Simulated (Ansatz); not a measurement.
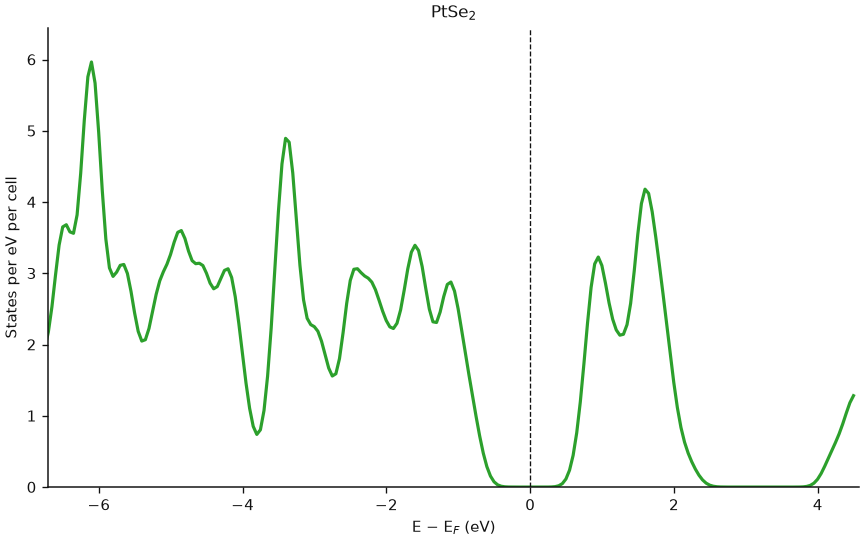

Density of states. Energies are counted from the Fermi level, put mid-gap where there is a gap. The curve is built from the levels of the k mesh with Gaussians 0.3 eV wide, which also blur the band edges.

System: PtSe2 (slab), 3 atoms in the cell, 1T monolayer type, uniaxial (x) strain −1.0%.

```xyz
3
Lattice="3.6658 0.0000 0.0000 -1.8329 3.2067 0.0000 0.0000 0.0000 30.0621" Properties=species:S:1:pos:R:3 pbc="T T T"
Pt    0.0000    0.0000    9.0000
Se    0.0000    2.1308   10.3283
Se    1.8329    1.0759    7.6717
```

Method: DFT, r2SCAN with spin-orbit coupling, plane waves, PAW, 12×12×1 k mesh, 500 eV cutoff (Ansatz).

Is there a gap at the Fermi level, and how wide?

There is a gap; over the k points computed it is 1.41 eV (indirect; the smallest direct gap is 1.66 eV).

Where is the tallest peak of the filled states in the window?

Within the window shown, the tallest peak of the filled states lies 5.4 eV under the valence-band top, at about 6 states per eV and cell.
